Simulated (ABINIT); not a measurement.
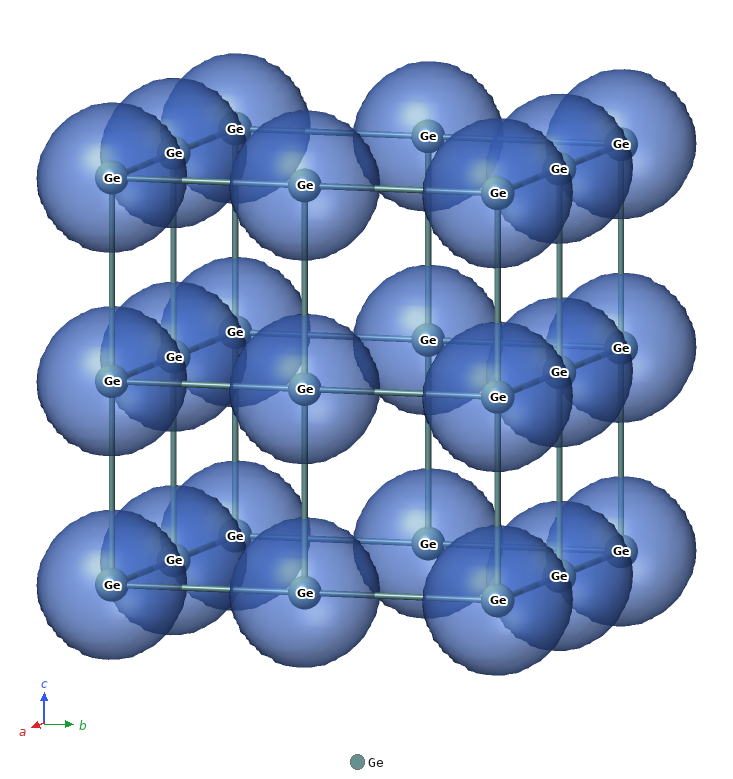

Ge. Isosurface of the valence electron density at 0.6 e/Å³ (blue), seen slightly off an axis. Sticks mark near contacts.

Space group P4/mmm; a generated structure, not necessarily the stable one.

Computed with Kohn-Sham DFT of a periodic cell, PBE, JTH PAW PBE v2.0 (ABINIT 10.8.3).

In a PAW calculation such maps are meaningful between the atoms, not at the nuclei.

```xyz
3
Lattice="5.2406 0.0000 0.0000 0.0000 5.2406 0.0000 0.0000 0.0000 2.6554" Properties=species:S:1:pos:R:3 pbc="T T T"
Ge    0.0000    0.0000    0.0000
Ge    0.0000    2.6203    0.0000
Ge    2.6203    0.0000    0.0000
```

> How is the density connected at this value?

At this value the density breaks into separate islands; it holds about 80 % of the electrons treated as valence. It bridges none of the near contacts. It is pinched off along the sampled Ge–Ge (2.62 Å) contacts. On the grid the lowest density along these lines, outside the cores, is 0.35 e/Å³ (Ge–Ge, 2.62 Å).
